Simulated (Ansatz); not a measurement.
Ta₄S: geometry relaxation (part 2 of 2)

Continued. System: Ta₄S (slab, 5 atoms in the cell). Method: DFT LDA, scalar-relativistic, plane waves, PAW, PAW set soft_1, no spin polarisation (Ansatz 0.2.0); cutoff 420 eV, 8×8×1 k-mesh, Gaussian smearing of 0.1 eV. The structure derives from an entry of the Crystallography Open Database. The input holds or restrains some coordinates. Forces given for the steps count only the free coordinates.

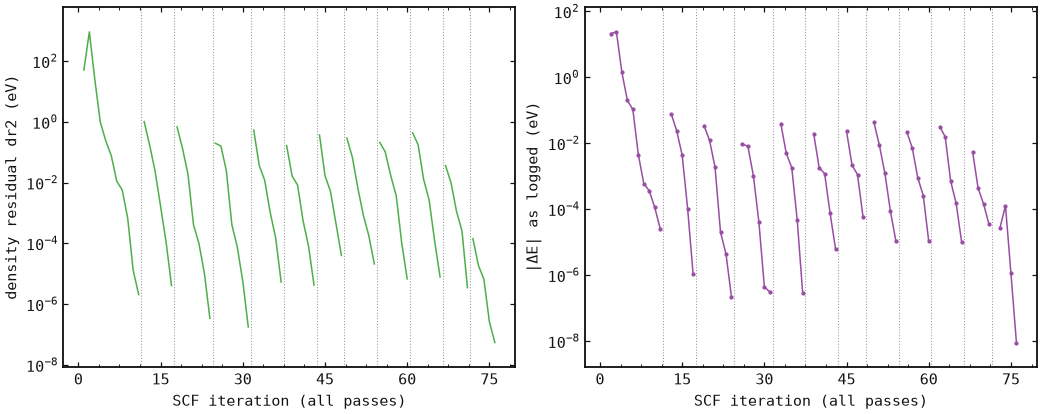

Fig. 1: Convergence of the self-consistent field: density residual dr2 and size of the energy change against the SCF iteration. The dotted lines part the SCF passes of the relaxation: geometry steps, rejected trials and re-solves on a re-selected basis. The 12 passes take 5 to 11 iterations each, 76 in all.

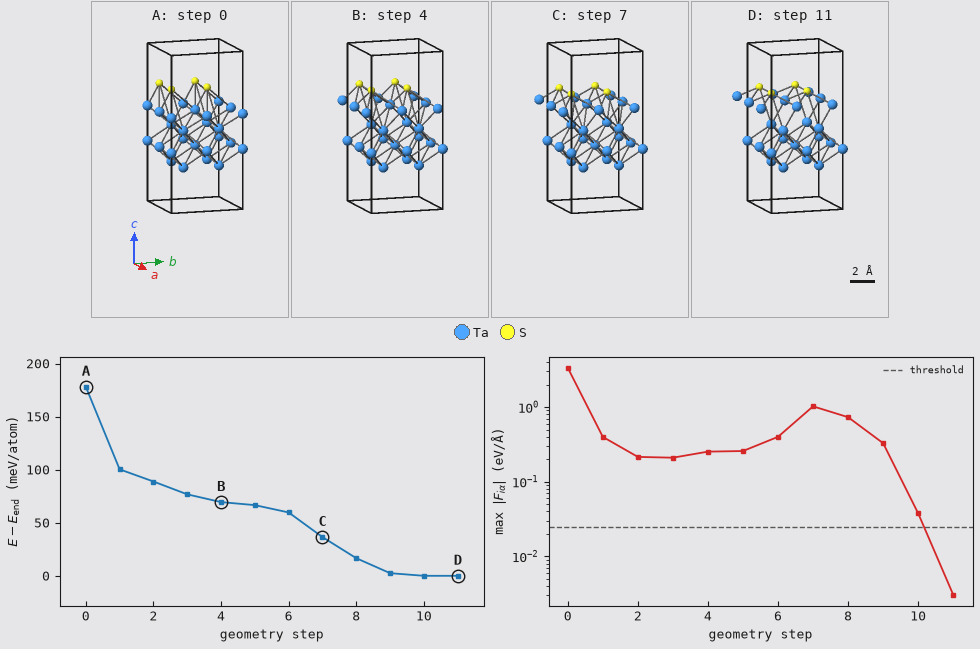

Fig. 2: Frames of the restrained relaxation (ball-and-stick view of the 2 × 2 repeat of the cell, with the vacuum cut short, seen slightly off an axis) above the curves, on which the letters mark them (the first geometry is step 0 here and step 1 in the log).

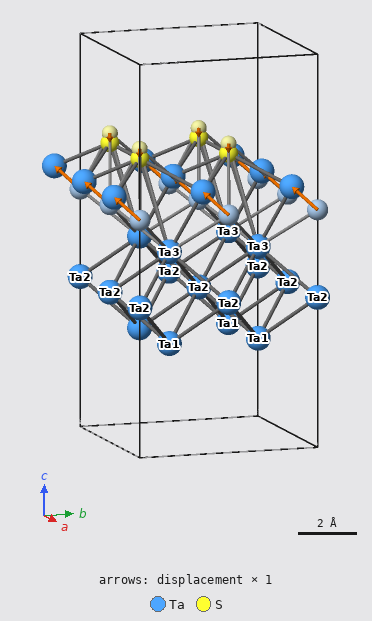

Fig. 3: Start (faint) and end (solid) with the displacements as orange arrows, at true length (ball-and-stick view of the 2 × 2 repeat of the cell, with the vacuum cut short, seen slightly off an axis). The atom that moves furthest is Ta4 (1.24 Å). Largest moves by element: Ta 1.24 Å, S 0.34 Å. The cell stays as it was. Among the contacts that change: Ta4–S5 4.015 → 2.641 Å, Ta3–Ta4 2.733 → 3.972 Å, Ta3–S5 3.713 → 3.394 Å. New bonds form: Ta4–S5 (4.02 → 2.64 Å). Among the angles that change: Ta4–S5–Ta4 88.7° → 133.3°, S5–Ta4–S5 88.7° → 133.3°, Ta3–S5–Ta4 47.3° → 85.3°. The energy falls by 178 meV per atom in 11 geometry steps. The largest force component goes from 3.4 to 0.0031 eV/Å. (Atoms are counted from 1 in the order of the input.)

```
SCF converged after 5 iterations
Free energy (F): -39601.042836 eV
Harris-Foulkes:  -39601.042836 eV  (|F-HF|=3.91e-8)
Internal energy: -39601.014946 eV  (E = F + TS)
E sigma→0 (E₀):  -39601.028891 eV
Entropy (-TS):   -0.027891 eV (-5.578 meV/atom)
Fermi energy:    4.510163 eV
Dipole field:    D = -0.025968 V/Å  (p = -0.030693 e·Å, saw-weighted, corrected)
Work function:   Φ+ = 4.7095 eV   Φ− = 4.1845 eV
Levels:          The Fermi level and band energies are counted from a zero that moves with the ramp; work functions are not
--- Per-component energies (eV) ---
  E_band       = -1199.613196
  E_kinetic    = 1678.956660
  E_local      = -38545.182596  (includes V_loc(G=0)·N_el)
  E_nonlocal   = 11.716577
  E_hartree    = 18555.135458
  E_xc         = -1358.787876
  E_vxc        = -1014.772238  (∫ρ·V_xc dr)
  E_paw        = -32807.271003  (= ΣΔE_a)
  E_vpaw       = -439.988976  (= ΣTr[D̂ρ^β])
  E_aug_tail   = 0.000406  (compensation charges beyond the density's cutoff)
  E_efield     = 0.000399  (sawtooth field / dipole correction)
  E_vefield    = -0.612619  (∫n·V_field dr)
  E_ewald      = 12863.227843
  E_core_change = 1.189186  (= ΣΔE_core)
  E_smearing   = -0.027891  (= −TS)
  E_closure    = 0.000000  (closes the sum)
  Σ components = -39601.042836   (vs F -39601.042836, Δ=0.00e0)
--- Forces (eV/Å), atoms counted from 1 ---
  atom   1  Ta     0.15205326     0.15205326     1.87482627
  atom   2  Ta    -0.06599519    -0.06599519    -1.22327228
  atom   3  Ta    -1.30630409    -1.30630409    -0.64883597
  atom   4  Ta    -0.00190672    -0.00190672    -0.00306350
  atom   5  S      1.22217560     1.22217560     0.00058616
  max |Σ_I F_I| component: 2.41e-4 eV/Å
--- Band table (eV; the first three rows and the last of 21) ---
  k-point 0: bands = ["-63.6997", "-63.6063", "-62.9874", "-62.6994", "-30.3333", "-30.2724", "-30.1191", "-30.0675", "-30.0646", "-30.0573", "-29.6206", "-29.5013", "-29.3721", "-29.0510", "-28.9556", "-28.9062", "-10.3800", "-2.7783", "-1.2864", "0.0342", "0.7611", "0.8334", "1.0042", "1.4199", "2.0925", "2.9891", "4.1051", "4.4248", "4.8781", "4.8950", "5.4245", "5.6407", "5.8603", "5.9682", "6.1083"]
  k-point 1: bands = ["-63.6979", "-63.6048", "-62.9841", "-62.7005", "-30.3400", "-30.2754", "-30.1417", "-30.1073", "-30.0703", "-30.0535", "-29.6370", "-29.5198", "-29.3635", "-29.0427", "-28.9787", "-28.9103", "-10.2199", "-2.4802", "-1.1597", "0.1564", "0.3601", "0.8673", "1.1309", "1.3316", "2.4460", "3.0032", "3.8792", "4.4393", "4.6580", "4.8343", "5.0366", "5.3739", "5.8144", "6.1832", "6.6078"]
  k-point 2: bands = ["-63.6934", "-63.6011", "-62.9760", "-62.7036", "-30.3745", "-30.2842", "-30.2117", "-30.1989", "-30.0708", "-30.0246", "-29.6957", "-29.5267", "-29.3581", "-29.0402", "-29.0231", "-28.9159", "-9.8032", "-1.8761", "-1.1996", "-0.2519", "0.4970", "0.8721", "1.1129", "1.9192", "2.9167", "3.4056", "3.5560", "4.0647", "4.1603", "4.5725", "4.9886", "5.4725", "5.7539", "6.0975", "6.5829"]
  k-point 20: bands = ["-63.6780", "-63.5857", "-62.9549", "-62.6984", "-30.4160", "-30.3459", "-30.3456", "-30.2957", "-30.2041", "-30.1712", "-29.7632", "-29.7621", "-29.2733", "-29.2650", "-29.0459", "-28.9920", "-9.0138", "-1.4420", "-1.4201", "0.2473", "0.7404", "0.9097", "2.3381", "2.3566", "2.4725", "2.8822", "3.1017", "4.4355", "4.4370", "5.3527", "6.5543", "6.7731", "7.0443", "7.4045", "8.4269"]
--- Relaxed structure (12 steps of the walk, 12 accepted, 0 SCFs on fresh bases) ---
  F+E_penalty+E_count = -39601.04283629 eV   max|allowed force component| = 3.063e-3 eV/Å
  atoms:
    - { symbol: Ta, position: [0.49999999999999994, 0.49999999999999994, 0.19788857279999997] }
    - { symbol: Ta, position: [0.0, 0.0, 0.2783513061999999] }
    - { symbol: Ta, position: [0.49999999999999994, 0.49999999999999994, 0.35802250629999993] }
    - { symbol: Ta, position: [-0.2170707362971208, -0.2170707362971208, 0.4674482821330378] }
    - { symbol: S, position: [0.24999999999999997, 0.24999999999999997, 0.5159986398601701] }
```

## Trajectory as extended XYZ (Å, eV, eV/Å), 12 frames, from step=1 to step=12
```
5
Lattice="3.2529 0.0000 0.0000 0.0000 3.2529 0.0000 0.0000 0.0000 20.2134" Properties=species:S:1:pos:R:3:forces:R:3 step=1 energy=-39600.15234
Ta    1.6264    1.6264    4.0000    0.0563   0.0563   1.0449
Ta    0.0000    0.0000    5.6264    0.0084   0.0084  -0.9905
Ta    1.6264    1.6264    7.2369   -0.3229  -0.3229  -1.8023
Ta    0.0000    0.0000    8.7134    0.2388   0.2388   3.3536
S     0.8132    0.8132   10.7675    0.0194   0.0194  -1.6065
5
Lattice="3.2529 0.0000 0.0000 0.0000 3.2529 0.0000 0.0000 0.0000 20.2134" Properties=species:S:1:pos:R:3:forces:R:3 step=2 energy=-39600.54125
Ta    1.6264    1.6264    4.0000    0.0999   0.0999   1.2982
Ta    0.0000    0.0000    5.6264   -0.0130  -0.0130  -0.9191
Ta    1.6264    1.6264    7.2369   -0.3764  -0.3764  -0.9639
Ta   -0.0273   -0.0273    8.9042   -0.3715  -0.3715   0.3985
S     0.8132    0.8132   10.7587    0.6610   0.6610   0.1867
5
Lattice="3.2529 0.0000 0.0000 0.0000 3.2529 0.0000 0.0000 0.0000 20.2134" Properties=species:S:1:pos:R:3:forces:R:3 step=3 energy=-39600.59864
Ta    1.6264    1.6264    4.0000    0.0982   0.0982   1.4957
Ta    0.0000    0.0000    5.6264    0.0151   0.0151  -0.9093
Ta    1.6264    1.6264    7.2369   -0.4381  -0.4381  -0.4483
Ta   -0.0890   -0.0890    9.0407   -0.2057  -0.2057   0.0774
S     0.8132    0.8132   10.8601    0.5306   0.5306  -0.2150
5
Lattice="3.2529 0.0000 0.0000 0.0000 3.2529 0.0000 0.0000 0.0000 20.2134" Properties=species:S:1:pos:R:3:forces:R:3 step=4 energy=-39600.65900
Ta    1.6264    1.6264    4.0000    0.1082   0.1082   1.6495
Ta    0.0000    0.0000    5.6264    0.0178   0.0178  -0.9919
Ta    1.6264    1.6264    7.2369   -0.6848  -0.6848  -0.3211
Ta   -0.2031   -0.2031    9.1080   -0.2099  -0.2099  -0.2025
S     0.8132    0.8132   10.8108    0.7687   0.7687  -0.1339
5
Lattice="3.2529 0.0000 0.0000 0.0000 3.2529 0.0000 0.0000 0.0000 20.2134" Properties=species:S:1:pos:R:3:forces:R:3 step=5 energy=-39600.69559
Ta    1.6264    1.6264    4.0000    0.0925   0.0925   1.7447
Ta    0.0000    0.0000    5.6264    0.0200   0.0200  -1.1075
Ta    1.6264    1.6264    7.2369   -1.2430  -1.2430  -0.3662
Ta   -0.3407   -0.3407    9.1212    0.0401   0.0401  -0.0166
S     0.8132    0.8132   10.6875    1.0905   1.0905  -0.2530
5
Lattice="3.2529 0.0000 0.0000 0.0000 3.2529 0.0000 0.0000 0.0000 20.2134" Properties=species:S:1:pos:R:3:forces:R:3 step=6 energy=-39600.70984
Ta    1.6264    1.6264    4.0000    0.0879   0.0879   1.7259
Ta    0.0000    0.0000    5.6264    0.0470   0.0470  -1.0828
Ta    1.6264    1.6264    7.2369   -1.5433  -1.5433  -0.7922
Ta   -0.3685   -0.3685    9.0669   -0.0551  -0.0551   0.2578
S     0.8132    0.8132   10.5737    1.4632   1.4632  -0.1086
5
Lattice="3.2529 0.0000 0.0000 0.0000 3.2529 0.0000 0.0000 0.0000 20.2134" Properties=species:S:1:pos:R:3:forces:R:3 step=7 energy=-39600.74431
Ta    1.6264    1.6264    4.0000    0.0758   0.0758   1.8027
Ta    0.0000    0.0000    5.6264    0.1153   0.1153  -1.0531
Ta    1.6264    1.6264    7.2369   -1.8877  -1.8877  -1.0784
Ta   -0.4379   -0.4379    9.0849   -0.2038  -0.2038   0.3994
S     0.8132    0.8132   10.4707    1.8999   1.8999  -0.0693
5
Lattice="3.2529 0.0000 0.0000 0.0000 3.2529 0.0000 0.0000 0.0000 20.2134" Properties=species:S:1:pos:R:3:forces:R:3 step=8 energy=-39600.86037
Ta    1.6264    1.6264    4.0000    0.0911   0.0911   1.8014
Ta    0.0000    0.0000    5.6264    0.1689   0.1689  -1.0833
Ta    1.6264    1.6264    7.2369   -2.1948  -2.1948  -1.4985
Ta   -0.5640   -0.5640    9.1628   -0.0901  -0.0901   1.0231
S     0.8132    0.8132   10.3471    2.0248   2.0248  -0.2400
5
Lattice="3.2529 0.0000 0.0000 0.0000 3.2529 0.0000 0.0000 0.0000 20.2134" Properties=species:S:1:pos:R:3:forces:R:3 step=9 energy=-39600.95983
Ta    1.6264    1.6264    4.0000    0.1242   0.1242   1.7751
Ta    0.0000    0.0000    5.6264    0.0808   0.0808  -1.1548
Ta    1.6264    1.6264    7.2369   -2.0658  -2.0658  -1.4946
Ta   -0.6398   -0.6398    9.2506   -0.0190  -0.0190   0.7322
S     0.8132    0.8132   10.2723    1.8800   1.8800   0.1438
5
Lattice="3.2529 0.0000 0.0000 0.0000 3.2529 0.0000 0.0000 0.0000 20.2134" Properties=species:S:1:pos:R:3:forces:R:3 step=10 energy=-39601.03029
Ta    1.6264    1.6264    4.0000    0.1569   0.1569   1.8405
Ta    0.0000    0.0000    5.6264   -0.0629  -0.0629  -1.2069
Ta    1.6264    1.6264    7.2369   -1.4370  -1.4370  -0.8648
Ta   -0.7089   -0.7089    9.4169    0.0332   0.0332  -0.0952
S     0.8132    0.8132   10.3445    1.3099   1.3099   0.3281
5
Lattice="3.2529 0.0000 0.0000 0.0000 3.2529 0.0000 0.0000 0.0000 20.2134" Properties=species:S:1:pos:R:3:forces:R:3 step=11 energy=-39601.04269
Ta    1.6264    1.6264    4.0000    0.1513   0.1513   1.8760
Ta    0.0000    0.0000    5.6264   -0.0637  -0.0637  -1.2238
Ta    1.6264    1.6264    7.2369   -1.3081  -1.3081  -0.6437
Ta   -0.7046   -0.7046    9.4480   -0.0022  -0.0022   0.0289
S     0.8132    0.8132   10.4367    1.2228   1.2228  -0.0377
5
Lattice="3.2529 0.0000 0.0000 0.0000 3.2529 0.0000 0.0000 0.0000 20.2134" Properties=species:S:1:pos:R:3:forces:R:3 step=12 energy=-39601.04284
Ta    1.6264    1.6264    4.0000    0.1521   0.1521   1.8748
Ta    0.0000    0.0000    5.6264   -0.0660  -0.0660  -1.2233
Ta    1.6264    1.6264    7.2369   -1.3063  -1.3063  -0.6488
Ta   -0.7061   -0.7061    9.4487   -0.0019  -0.0019  -0.0031
S     0.8132    0.8132   10.4301    1.2222   1.2222   0.0006
```

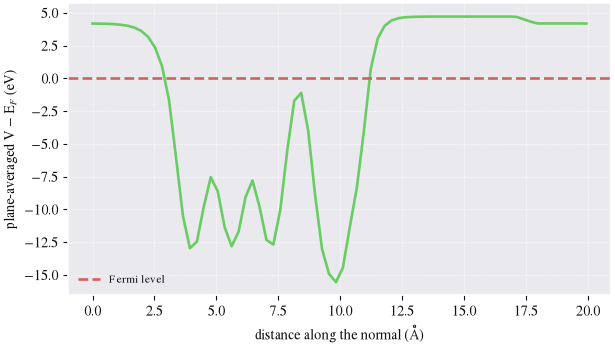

Fig. 4: Plane average of the electrostatic potential energy of an electron across the cell, from the Fermi level. The vacuum level lies 4.71 eV above the Fermi level on the upper side and 4.18 eV on the lower.

This output came from the following input.

## Input
```yaml
crystal:
  lattice:
    - [3.2528501163, 0.0, 0.0]
    - [0.0, 3.2528501163, 0.0]
    - [0.0, 0.0, 20.2133955625]
  atoms:
    - { symbol: Ta, position: [0.5, 0.5, 0.1978885728] }
    - { symbol: Ta, position: [0.0, 0.0, 0.2783513062] }
    - { symbol: Ta, position: [0.5, 0.5, 0.3580225063] }
    - { symbol: Ta, position: [0.0, 0.0, 0.4310703531] }
    - { symbol: S, position: [0.25, 0.25, 0.5326927055] }
basis:
  ecutwfc: 420
kpoints:
  mp_grid: { grid: [8, 8, 1] }
hamiltonian:
  xc: lda
  pseudopotentials: { kind: paw, azcp: { folder: soft_1 } }
scf:
  occupations: { method: gaussian, width: 0.1 }
output:
  forces: true
  eigenvalues: true
relax:
  adjacent_minimum: "off"
  f_tol: 0.025
  max_steps: 30
  constraints: [{ sites: [0, 1, 2] }, { sites: [4], fix: xy }]
efield:
  axis: 3
  dipole_correction: true
  ramp_width: 0.04
```

Command:
```bash
ansatz run input.yaml --threads 1 --pin off --max-ram 3072MiB --backend cpu --events-out ev --progress --plain --runs-dir out
```

## Key numbers

```json
{"quantity": "outcome", "value": "converged under the restraints of the input"}
{"quantity": "electrons treated", "value": "58"}
{"quantity": "free energy", "value": "−39601.0428 eV"}
{"quantity": "work function, top face", "value": "4.71 eV"}
{"quantity": "work function, bottom face", "value": "4.18 eV"}
{"quantity": "Fermi energy", "value": "4.510 eV"}
{"quantity": "gap on the k-point mesh", "value": "none (metallic)"}
{"quantity": "final volume", "value": "213.88 Å³"}
{"quantity": "work function (upper face)", "value": "4.71 eV"}
{"quantity": "largest force (length of the vector) at the end, held atoms and coordinates included", "value": "1.958 eV/Å"}
{"quantity": "hardware", "value": "1 thread of Intel Xeon (Granite Rapids), 32 GiB of memory available, shared host"}
{"quantity": "wall time", "value": "87 s"}
{"quantity": "peak memory", "value": "0.49 GiB"}
```

## Notes

Notes on the run: the PAW datasets were made with another functional. Spin–orbit coupling is left out, which matters for Ta.
